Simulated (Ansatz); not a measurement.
Run report: Au, geometry relaxation (part 2 of 2)

The same run, continued: Au (C2/m, 4 atoms in the cell); DFT PBE, scalar-relativistic, plane waves, PAW, no spin polarisation (Ansatz 0.2.0); cutoff 420 eV, 7×7×15 k-mesh, Gaussian smearing of 0.1 eV. The structure derives from an entry of the Crystallography Open Database. It belongs to a series of runs on one base structure; here: film's bulk on the substrate's plane, third vector and atoms relaxed.

```
basis re-selected at this cell: Δ(F+E_penalty+E_count) = +3.168e-4 eV, ΔP = +0.001 GPa vs the last step (what re-selecting the basis moved, of the pressure what is left beyond the Pulay correction that the steps carried, after the strain that the cell walked since its last selection, with what the two solves' SCF thresholds leave and, on support functions, any second-order correction that the steps lacked; it is no measure of the basis error at this ecutwfc). This SCF's stress stands 4.47e-2 GPa from its target on what of the cell is left free (relax.cell.stress_tol is 1.00e-1 GPa) and its largest allowed force component is 1.06e-28 eV/Å (relax.f_tol is 1.00e-2 eV/Å): within both
SCF converged after 5 iterations
Free energy (F): -52597.179602 eV
Harris-Foulkes:  -52597.179602 eV  (|F-HF|=2.91e-11)
Internal energy: -52597.172682 eV  (E = F + TS)
E sigma→0 (E₀):  -52597.176142 eV
Entropy (-TS):   -0.006920 eV (-1.730 meV/atom)
Fermi energy:    18.276166 eV
--- Per-component energies (eV) ---
  E_band       = -982.781294
  E_kinetic    = 2415.180775
  E_local      = -7398.562896  (includes V_loc(G=0)·N_el)
  E_nonlocal   = 297.269106
  E_hartree    = 3123.910304
  E_xc         = -909.845200
  E_vxc        = -1097.894750  (∫ρ·V_xc dr)
  E_paw        = -38826.974587  (= ΣΔE_a)
  E_vpaw       = -1446.600041  (= ΣTr[D̂ρ^β])
  E_aug_tail   = 0.005800  (compensation charges beyond the density's cutoff)
  E_ewald      = -11298.155983
  E_smearing   = -0.006920  (= −TS)
  E_closure    = 0.000000  (closes the sum)
  Σ components = -52597.179602   (vs F -52597.179602, Δ=0.00e0)
--- Forces (eV/Å), atoms counted from 1 ---
  atom   1  Au     0.00000000    -0.00000000    -0.00000000
  atom   2  Au    -0.00000000     0.00000000     0.00000000
  atom   3  Au     0.00000000    -0.00000000     0.00000000
  atom   4  Au     0.00000000     0.00000000     0.00000000
  max |Σ_I F_I| component: 1.89e-29 eV/Å
--- Stress (GPa, compression-positive) ---
       -3.884258       0.363535       0.093543
        0.363535      -3.515192      -0.057421
        0.093543      -0.057421       0.035368
  P = ⅓ Tr σ = -2.4547 GPa (-24.547 kbar)
--- Band table (eV; the first three rows and the last of 212) ---
  k-point 0: bands = ["-86.9111", "-86.9040", "-86.9040", "-86.8982", "-38.4734", "-38.4471", "-38.4471", "-38.3675", "-38.3102", "-38.2978", "-38.2978", "-38.2908", "-38.2748", "-38.2748", "-38.2728", "-38.2721", "9.2939", "11.5556", "11.5556", "11.9607", "12.2090", "13.2660", "13.4736", "13.4736", "13.6395", "14.6521", "14.6521", "14.7853", "15.2480", "15.7062", "15.7638", "15.7638", "16.0939", "16.4432", "16.4432", "16.4850", "16.9413", "17.3974", "17.3974", "20.2871", "20.4699", "20.4699", "24.3767", "25.5324", "29.4274", "32.5147"]
  k-point 1: bands = ["-86.9105", "-86.9038", "-86.9038", "-86.8984", "-38.4663", "-38.4412", "-38.4412", "-38.3640", "-38.3153", "-38.3046", "-38.3046", "-38.3003", "-38.2782", "-38.2782", "-38.2755", "-38.2741", "9.4756", "11.6851", "11.6851", "12.0591", "12.2962", "13.3676", "13.5773", "13.5773", "13.7327", "14.5387", "14.5387", "14.6947", "15.1803", "15.6297", "15.6807", "15.6807", "15.9597", "15.9597", "16.0651", "16.2472", "16.7026", "17.7575", "17.7575", "19.9465", "20.8218", "20.8218", "24.9919", "25.9288", "28.9632", "32.6868"]
  k-point 2: bands = ["-86.9088", "-86.9033", "-86.9033", "-86.8992", "-38.4463", "-38.4249", "-38.4249", "-38.3540", "-38.3298", "-38.3276", "-38.3240", "-38.3240", "-38.2871", "-38.2871", "-38.2832", "-38.2795", "10.0037", "12.0537", "12.0537", "12.3446", "12.5450", "13.6499", "13.8775", "13.8775", "13.9931", "14.2385", "14.2385", "14.4699", "14.9228", "14.9228", "15.0102", "15.4293", "15.5895", "15.8304", "15.8628", "15.8628", "16.2724", "18.0861", "18.0861", "19.4276", "21.7977", "21.7977", "25.7778", "26.9747", "28.5385", "32.8445"]
  k-point 211: bands = ["-86.9078", "-86.9038", "-86.9038", "-86.9011", "-38.4368", "-38.4114", "-38.4114", "-38.3439", "-38.3292", "-38.3183", "-38.3183", "-38.2961", "-38.2961", "-38.2956", "-38.2939", "-38.2939", "10.7333", "12.2001", "12.2001", "12.2904", "12.7646", "13.3622", "13.3884", "13.3884", "13.8189", "14.0886", "14.0886", "14.8459", "15.1124", "15.1124", "15.1907", "15.2428", "15.3226", "15.5882", "15.8290", "15.8290", "16.1166", "16.3222", "16.9963", "16.9963", "24.6046", "24.6046", "28.4414", "30.3878", "30.3878", "31.0348"]
--- Relaxed structure (5 steps of the walk, 4 accepted, 1 SCFs on fresh bases) ---
  F+E_penalty+E_count = -52597.17960189 eV   max|allowed force component| = 1.057e-28 eV/Å   (the final SCF, on the basis selected at the relaxed cell)
  cell:  # Å, volume = 74.5836 Å³
    - [6.150928275935786, 0.0006852842667869782, -0.11719314858239209]
    - [-2.783499937752262, 5.485074951343331, 0.11719314858239248]
    - [-1.531637916677744, 0.9401943765198808, 2.2507070713058575]
  atoms:
    - { symbol: Au, position: [-1.6479873021779667e-17, 0.5000000000000001, 6.938893903907228e-18] }
    - { symbol: Au, position: [0.5, 0.5000000000000001, -8.899142799033147e-19] }
    - { symbol: Au, position: [-1.5585734543829594e-35, -3.510923996402479e-36, -5.471018713730608e-36] }
    - { symbol: Au, position: [0.5000000000000001, 0.0, -3.469446951953614e-18] }
```

Trajectory as extended XYZ (Å, eV, eV/Å), 6 frames, from step=1 to step=6:
```
4
Lattice="6.1520 0.0000 0.0000 -2.7846 5.4858 0.0000 -1.4894 0.9143 2.2345" Properties=species:S:1:pos:R:3:forces:R:3 step=1 energy=-52597.16224 pressure_GPa=-3.71
Au   -1.3923    2.7429    0.0000    0.0000   0.0000   0.0000
Au    1.6837    2.7429    0.0000    0.0000   0.0000   0.0000
Au    0.0000    0.0000    0.0000    0.0000   0.0000   0.0000
Au    3.0760    0.0000    0.0000    0.0000   0.0000   0.0000
4
Lattice="6.1516 0.0003 -0.0715 -2.7842 5.4855 0.0715 -1.5153 0.9301 2.2331" Properties=species:S:1:pos:R:3:forces:R:3 step=2 energy=-52597.17699 pressure_GPa=-2.29
Au   -1.3921    2.7428    0.0357    0.0000   0.0000   0.0000
Au    1.6837    2.7429    0.0000    0.0000   0.0000   0.0000
Au    0.0000    0.0000    0.0000    0.0000   0.0000   0.0000
Au    3.0758    0.0001   -0.0357    0.0000   0.0000   0.0000
4
Lattice="6.1498 0.0014 -0.1654 -2.7824 5.4844 0.1654 -1.5488 0.9507 2.2719" Properties=species:S:1:pos:R:3:forces:R:3 step=3 energy=-52597.17595 pressure_GPa=-2.69 accepted=F
Au   -1.3912    2.7422    0.0827    0.0000   0.0000   0.0000
Au    1.6837    2.7429    0.0000    0.0000   0.0000   0.0000
Au    0.0000    0.0000    0.0000    0.0000   0.0000   0.0000
Au    3.0749    0.0007   -0.0827    0.0000   0.0000   0.0000
4
Lattice="6.1510 0.0006 -0.1133 -2.7836 5.4851 0.1133 -1.5302 0.9393 2.2512" Properties=species:S:1:pos:R:3:forces:R:3 step=4 energy=-52597.17987 pressure_GPa=-2.58
Au   -1.3918    2.7426    0.0566    0.0000   0.0000   0.0000
Au    1.6837    2.7429    0.0000    0.0000   0.0000   0.0000
Au    0.0000    0.0000    0.0000    0.0000   0.0000   0.0000
Au    3.0755    0.0003   -0.0566    0.0000   0.0000   0.0000
4
Lattice="6.1509 0.0007 -0.1172 -2.7835 5.4851 0.1172 -1.5316 0.9402 2.2507" Properties=species:S:1:pos:R:3:forces:R:3 step=5 energy=-52597.17992 pressure_GPa=-2.46
Au   -1.3918    2.7425    0.0586    0.0000   0.0000   0.0000
Au    1.6837    2.7429    0.0000    0.0000   0.0000   0.0000
Au    0.0000    0.0000    0.0000    0.0000   0.0000   0.0000
Au    3.0755    0.0003   -0.0586    0.0000   0.0000   0.0000
4
Lattice="6.1509 0.0007 -0.1172 -2.7835 5.4851 0.1172 -1.5316 0.9402 2.2507" Properties=species:S:1:pos:R:3:forces:R:3 step=6 energy=-52597.17960 pressure_GPa=-2.45
Au   -1.3918    2.7425    0.0586    0.0000   0.0000   0.0000
Au    1.6837    2.7429    0.0000    0.0000   0.0000   0.0000
Au    0.0000    0.0000    0.0000    0.0000   0.0000   0.0000
Au    3.0755    0.0003   -0.0586    0.0000   0.0000   0.0000
```

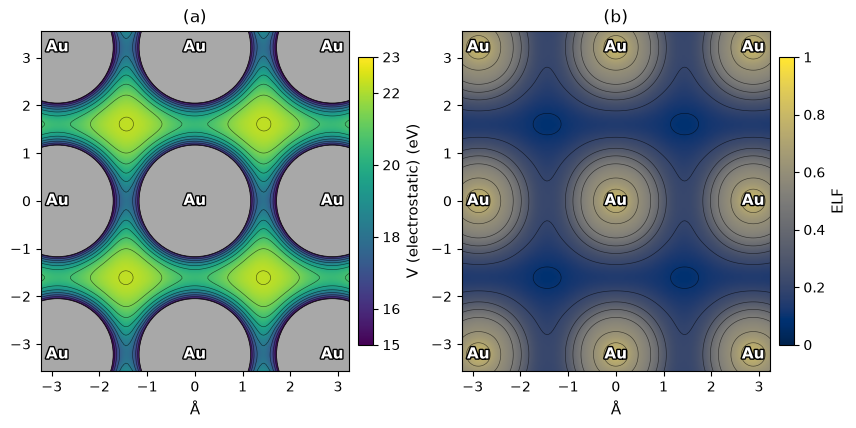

(a) electrostatic potential (local pseudopotential plus Hartree) felt by an electron; (b) electron localisation function on the (11̄0) plane of the calculation cell. Grey discs, where drawn, cover atomic cores. Atoms in the plane: Au. The strong features right at Au lie inside the PAW spheres (semicore, d or f shells) and say nothing about bonding. Outside the cores the potential energy rises away from the atoms and is highest about 2.0 Å from the nearest atoms; outside the discs it spans about 7 eV, and its zero is arbitrary. The fields are those of the smooth PAW valence density.

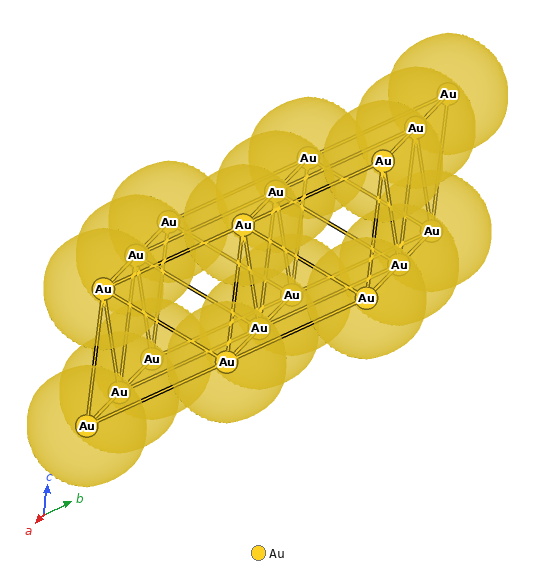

Isosurface of the valence pseudo-density at 0.4 e/Å³ (yellow), seen slightly off an axis. Sticks mark near contacts. The outline is the calculation cell. At this value the density breaks into separate islands; it holds about 85 % of the electrons treated as valence (semicore included). It is pinched off along the Au–Au (2.84 Å) and Au–Au (3.08 Å) contacts. On the grid the lowest density along these lines, outside the cores, is 0.31 e/Å³ (Au–Au, 2.84 Å) and 0.2 e/Å³ (Au–Au, 3.08 Å).

This output came from the following input.

The input:
```yaml
crystal:
  lattice:
    - [6.1520446487, 0.0, 0.0]
    - [-2.7846163105, 5.4857602356, 0.0]
    - [-1.4894434932, 0.9142933726, 2.2345274049]
  atoms:
    - { symbol: Au, position: [0.0, 0.5, 0.0] }
    - { symbol: Au, position: [0.5, 0.5, 0.0] }
    - { symbol: Au, position: [0.0, 0.0, 0.0] }
    - { symbol: Au, position: [0.5, 0.0, 0.0] }
basis:
  ecutwfc: 420
kpoints:
  mp_grid: { grid: [7, 7, 15] }
hamiltonian:
  xc: pbe
scf:
  occupations: { method: gaussian, width: 0.1 }
output:
  forces: true
  stress: true
  eigenvalues: true
  write_density: true
  write_potential: true
  elf: true
  volumetric_format: npy
relax:
  adjacent_minimum: "off"
  f_tol: 0.01
  max_steps: 50
  cell: { fix: [a, b, gamma], stress_tol: 0.1 }
```

Command:
```bash
ansatz run input.yaml --threads 8 --pin off --max-ram 20480MiB --backend cpu --events-out ev --progress --plain --runs-dir out
```

Key numbers:

| quantity | value |
| --- | --- |
| outcome | converged |
| space group (tolerance 0.01 Å) | C2/m (12) |
| electrons treated | 76 |
| free energy | −52597.1796 eV |
| Fermi energy | 18.276 eV |
| gap on the k-point mesh | none (metallic) |
| pressure | −2.45 GPa |
| final volume | 74.58 Å³ |
| largest force (length of the vector) at the end | under 0.001 eV/Å |
| final cell | a = 6.152 Å, b = 6.152 Å, c = 2.880 Å, α = 56.87°, β = 123.13°, γ = 116.91° |
| hardware | 8 threads of Arm Neoverse V1, 24 GiB of memory available, shared host |
| wall time | 29 s (CPU time 3.7 min) |
| peak memory | 0.84 GiB |

Remarks:

Spin–orbit coupling is left out, which matters for Au.
